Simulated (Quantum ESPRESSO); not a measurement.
**V: 7 runs along one coordinate**

System: V (1 atom in the cell).
Method: Kohn-Sham DFT of a periodic cell, PBE, SSSP 1.3 efficiency PBE, spin-polarised (Quantum ESPRESSO 7.5).

The 7 runs differ only in the geometry, by an even scaling of the cell at fixed fractional positions. The structure derives from an entry of the Crystallography Open Database.

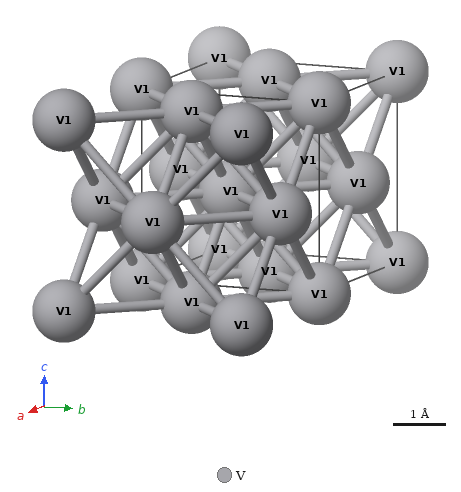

Figure 1. The structure of run 4 (ball-and-stick view of the cell 4 times as large as that of the calculation, set on its symmetry axes, repeated 2 × 1 × 1, seen slightly off an axis; atoms are numbered from 1 in the order of the input).

### Input file of run 4
```
&CONTROL
  calculation = 'scf'
  prefix = 'pwscf'
  outdir = './tmp'
  pseudo_dir = './pseudo'
  tprnfor = .true.
  tstress = .true.
  disk_io = 'low'
/
&SYSTEM
  ibrav = 0
  nat = 1
  ntyp = 1
  ecutwfc = 55
  ecutrho = 440
  nbnd = 15
  occupations = 'smearing'
  smearing = 'fd'
  degauss = 0.00367493
  nspin = 2
  starting_magnetization(1) = 0.1538
/
&ELECTRONS
  conv_thr = 2d-10
  electron_maxstep = 120
  mixing_beta = 0.3
/
ATOMIC_SPECIES
V     50.9415 v_pbe_v1.4.uspp.F.UPF
CELL_PARAMETERS angstrom
   0.0000000000    1.8950000000    1.8950000000
   1.8950000000    0.0000000000    1.8950000000
   1.8950000000    1.8950000000    0.0000000000
ATOMIC_POSITIONS crystal
V      0.0000000000    0.0000000000    0.0000000000
K_POINTS automatic
12 12 12 0 0 0
```

### File pp_density.in of run 4
```
&INPUTPP
  prefix = 'pwscf'
  outdir = './tmp'
  filplot = 'density.dat'
  plot_num = 0
/
&PLOT
  nfile = 1
  filepp(1) = 'density.dat'
  iflag = 3
  output_format = 6
  fileout = 'density.cube'
/
```

### File pp_potential.in of run 4
```
&INPUTPP
  prefix = 'pwscf'
  outdir = './tmp'
  filplot = 'potential.dat'
  plot_num = 11
/
&PLOT
  nfile = 1
  filepp(1) = 'potential.dat'
  iflag = 3
  output_format = 6
  fileout = 'potential.cube'
/
```

### File pp_spin.in of run 4
```
&INPUTPP
  prefix = 'pwscf'
  outdir = './tmp'
  filplot = 'spin.dat'
  plot_num = 6
/
&PLOT
  nfile = 1
  filepp(1) = 'spin.dat'
  iflag = 3
  output_format = 6
  fileout = 'spin.cube'
/
```

Command:
```bash
OMP_NUM_THREADS=1 pw.x -in pw.in > pw.out
OMP_NUM_THREADS=1 pp.x -in pp_density.in > pp_density.out
OMP_NUM_THREADS=1 pp.x -in pp_potential.in > pp_potential.out
OMP_NUM_THREADS=1 pp.x -in pp_spin.in > pp_spin.out
```

Run 2 has the same physical settings and fractional positions; its lattice vectors (Å) are:
```
   0.000000    1.869389    1.869389
   1.869389    0.000000    1.869389
   1.869389    1.869389    0.000000
```

### Results, with one run withheld

| run | volume per atom (Å³) | free energy per atom, from the lowest run given (meV) | pressure (GPa) |
| --- | --- | --- | --- |
| 1 | 12.793 | 54.10 | 16.96 |
| 2 | 13.066 | ? | ? |
| 3 | 13.338 | 12.68 | 7.66 |
| 4 | 13.610 | 3.09 | 3.65 |
| 5 | 13.882 | 0.00 | 0.00 |
| 6 | 14.154 | 2.81 | −3.31 |
| 7 | 14.427 | 10.98 | −6.31 |

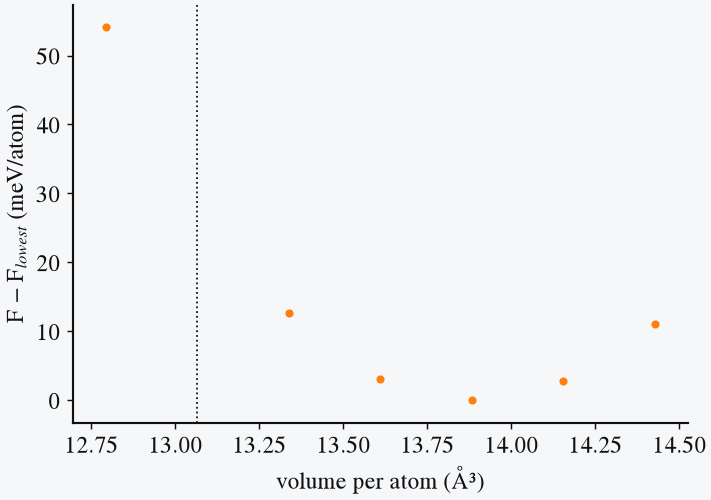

Figure 2. Free energy per atom of the runs given; the dotted line marks run 2.

Fit the runs given and predict run 2.

A cubic polynomial in V^(−2/3) (the Birch–Murnaghan form), fitted to the 6 runs given, misses them by at most 0.01 meV per atom. With x = V^(−2/3) − 0.17480 Å⁻², it reads F = 1.6528 + 1946.4 x + 5.7428e+05 x² − 1.4483e+05 x³ (meV per atom). At run 2 it gives 29.40 meV per atom, and the run itself gives 29.45. The slope of the fit gives a pressure −dF/dV of 12.09 GPa there, and the run prints 12.09 GPa. The fit has its minimum at 13.884 Å³ per atom, where V d²F/dV² gives 177 GPa: the bulk modulus at this level, since symmetry fixes the shape and the positions.

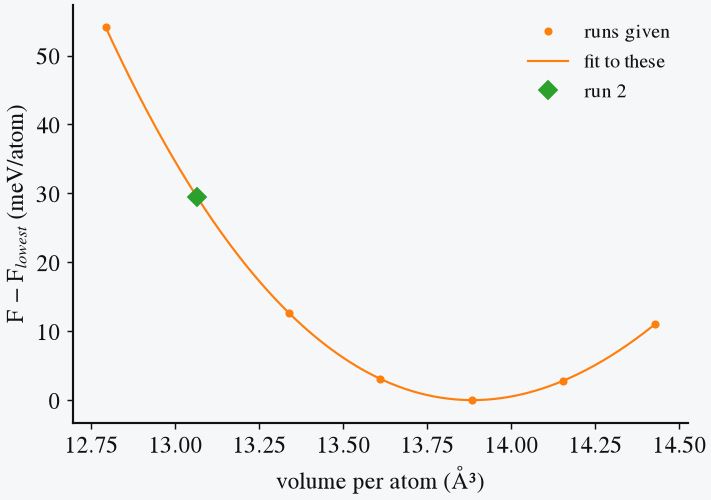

Figure 3. The fit and the withheld run.

### Some lines of the output (run 2)
```
[...]
     total energy              =    -145.04655587 Ry
     total energy              =    -145.05355288 Ry
     total energy              =    -145.05326933 Ry
     total energy              =    -145.05465484 Ry
     total energy              =    -145.05509382 Ry
     total energy              =    -145.05510782 Ry
     total energy              =    -145.05518765 Ry
     total energy              =    -145.05519761 Ry
     total energy              =    -145.05519816 Ry
     the Fermi energy is    17.5326 ev
!    total energy              =    -145.05519816 Ry
     The total energy is F=E-TS. E is the sum of the following terms:
     Computing stress (Cartesian axis) and pressure
          total   stress  (Ry/bohr**3)                   (kbar)     P=      120.89
```

Notes on the run: negative rho.
